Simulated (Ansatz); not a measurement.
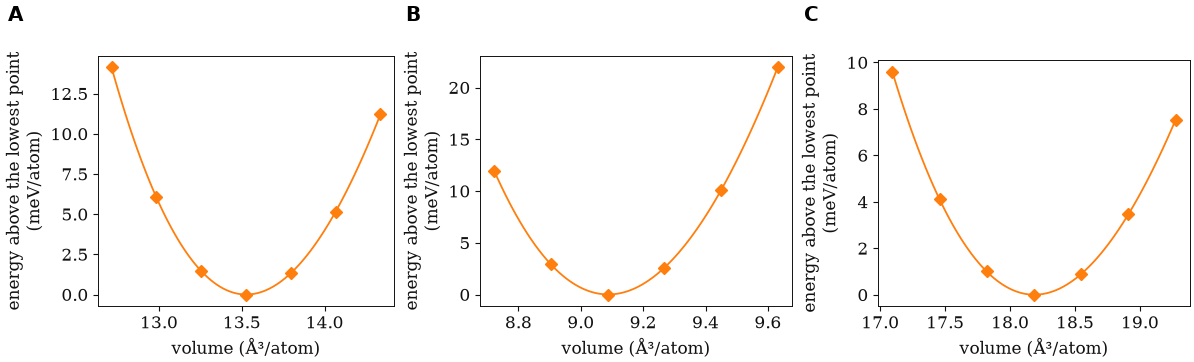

Each panel shows the energy above the lowest point against volume for one of these solids: Cl₂O, Fm-3m (No. 225); Cl₂O₃, Pn-3m (No. 224); Fe₂O₃, Pn-3m (No. 224).

Computed with Ansatz 0.2.0 development build: equation of state of a cubic crystal from periodic Kohn-Sham density functional theory without spin, third-order Birch-Murnaghan fit to the free energies; pressure corrected for the finite basis. Level: PBE.

> Which panel belongs to which solid?

A is Cl₂O₃ (energy above the lowest point from 0.0 meV/atom to 14.1 meV/atom, V0 13.53 Å³/atom, B0 82.5 GPa); B is Fe₂O₃ (energy above the lowest point from 0.0 meV/atom to 21.9 meV/atom, V0 9.088 Å³/atom, B0 241 GPa); C is Cl₂O (energy above the lowest point from 0.00 meV/atom to 9.61 meV/atom, V0 18.19 Å³/atom, B0 41.5 GPa).

For Cl₂O, limits of the calculation: cubic model structure, not the ambient form; no spin polarisation, a magnetic state may lie lower.

For Cl₂O₃, limits of the calculation: cubic model structure, not the ambient form; modest k-mesh, values are not fully converged in k.

For Fe₂O₃, limits of the calculation: cubic model structure, not the ambient form; modest k-mesh, values are not fully converged in k; no spin polarisation, a magnetic state may lie lower.
